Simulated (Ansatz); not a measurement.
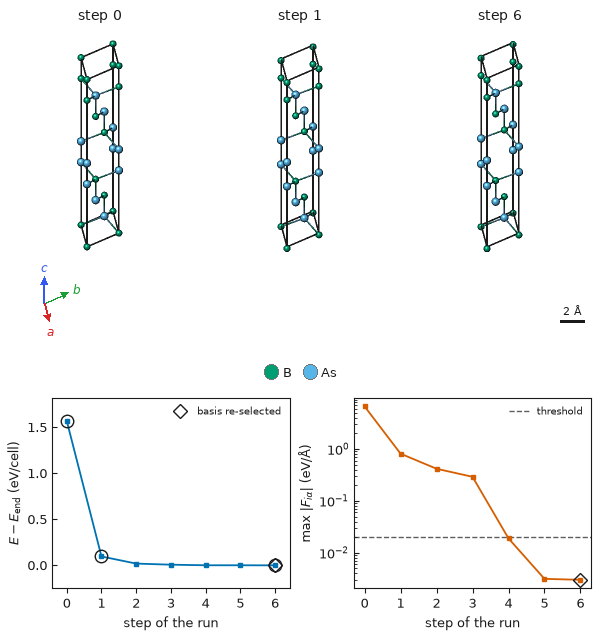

Frames of a relaxation of an interface cell of composition BAs, marked on the history of the run. The picture is a ball-and-stick view of the cell of the calculation, seen from a free direction.

Case: antiphase boundary on (1 1 1), species swapped.

All numbers below come from DFT PBE, scalar-relativistic, plane waves, PAW in Ansatz 0.2.0. (plane-wave cutoff 420 eV; k-point mesh 12 × 12 × 2; occupations gaussian; smearing width 0.05 eV; no spin polarisation; cell relaxed at fixed a, b, alpha, beta, gamma; force threshold 0.02 eV/Å; at most 45 steps)

### Describe the path.

The energy falls by 1.570 eV per cell of the calculation in 5 accepted moves (6 points after the start). Largest force component: 6.6 eV/Å at the start, 0.003 eV/Å at the end. Pressure: 3.12 GPa at the start and 0.21 GPa at the end. The SCF was repeated once at an unchanged geometry on a basis and grid sized afresh for the cell, which shifted the energy by 0.9 meV per cell of the calculation at most. The largest moves relative to the cell, 0.22 Å, are those of As atoms. By element the largest moves are As 0.22 Å, B 0.19 Å. The volume changes by +0.8 %, with a = b unchanged at 3.400 Å, c 16.658 → 16.784 Å (+0.8 %). Among the contacts that change: As–As 2.082 → 2.533 Å, B–B 2.082 → 1.726 Å, As–B 2.082 → 2.104 Å, As–B 2.082 → 2.071 Å. New bonds form: B–B (2.08 → 1.73 Å). From step 0 to 1: As atoms move most (0.19 Å), volume −0.8 %, energy −1.473 eV per cell of the calculation. From step 1 to 6: As atoms move most (0.04 Å), volume +1.6 %, energy −96.6 meV per cell of the calculation.

```csv
step,"E − E(0), meV/atom","largest force component, eV/Å","pressure, GPa","volume, Å³/atom",note
0,0.00,6.6453,3.12,13.900,
1,-122.76,0.8147,2.08,13.788,
2,-129.22,0.4169,0.46,13.954,
3,-130.21,0.2917,0.31,13.989,
4,-130.74,0.0189,0.27,13.996,
5,-130.74,0.0031,0.20,14.005,
6,-130.81,0.0030,0.21,14.005,"same geometry, new basis"
```
